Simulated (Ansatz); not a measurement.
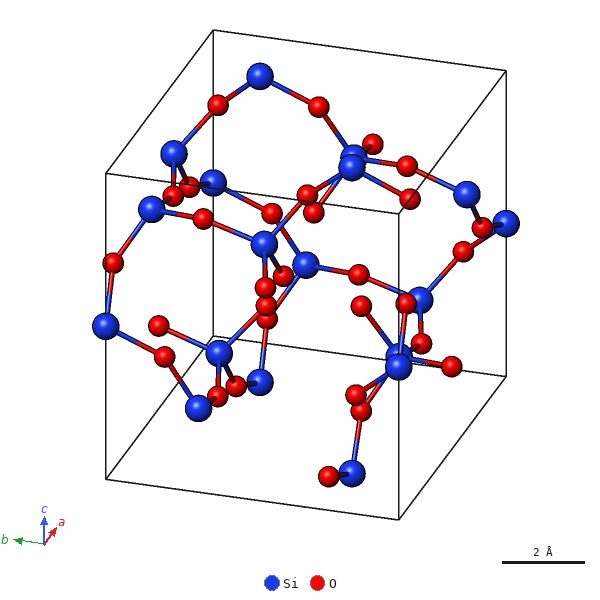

We look at a ball-and-stick model of the crystal from a general direction. Thin lines show the supercell, with boundary atoms drawn in all their periodic places. The host is SiO2, in a cell of 36 sites, and the cell is neutral.

Name the defect and give its surroundings.

A silicon vacancy. Around the empty site lie four O at about 1.6 Å.

Theory: DFT PBE, scalar-relativistic, plane waves, PAW in Ansatz 0.2.0. Numerical settings: wavefunction cutoff 420 eV, a 2×2×2 mesh of k-points, Gaussian smearing of 0.01 eV, collinear spins.

Does the defective cell carry a moment?

Yes, 4.0 μB in the cell.

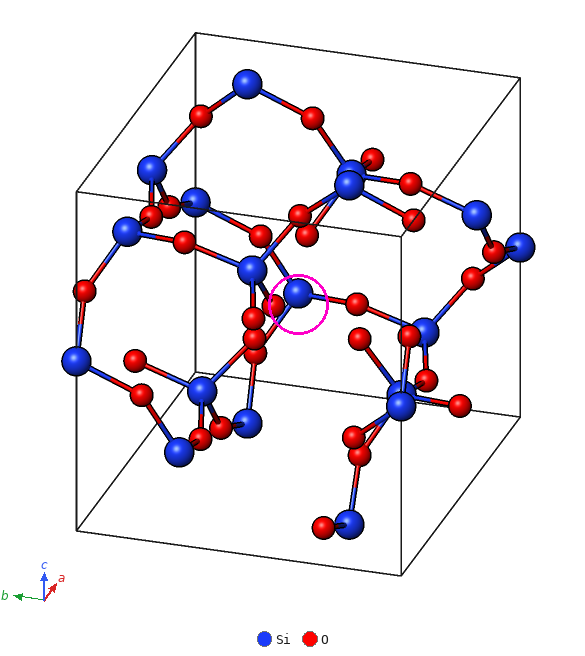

The same cell with a ring at the defect's site.

The atoms were relaxed in the host's cell with DFT PBE, scalar-relativistic, plane waves, PAW (Ansatz 0.2.0).
